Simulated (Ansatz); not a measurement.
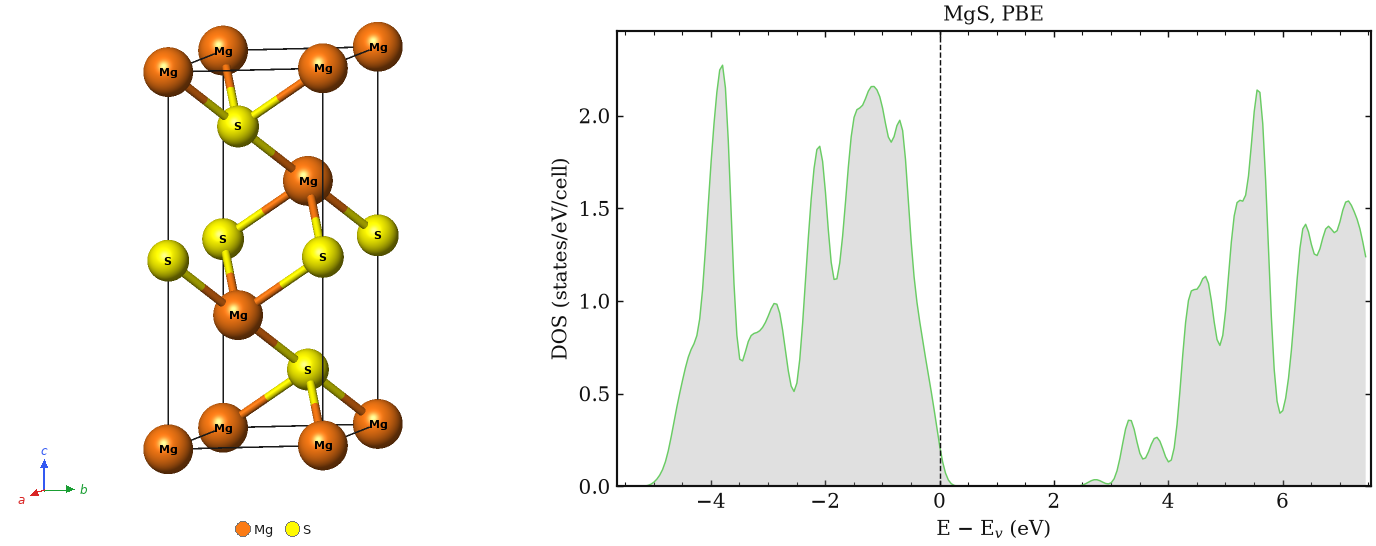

Density of states of MgS, space group R-3m, 2 atoms in the cell, rocksalt type, epitaxial (111) strain +0.5%, beside the structure. Computed with Ansatz 0.2.0: DFT, PBE, plane waves, PAW, no spin polarisation, 8×8×8 k mesh, 420 eV cutoff, Fermi-Dirac smearing of 0.02 eV. Energies are counted from the top of the valence band. The curve is built from the levels of the k mesh with Gaussians 0.3 eV wide, which also blur the band edges.

There is a gap; over the k points computed it is 2.73 eV (indirect; the smallest direct gap is 3.62 eV). The upper group of valence states starts about 4.8 eV under the valence-band top, with a gap beneath it; it holds about 6 electrons a cell.
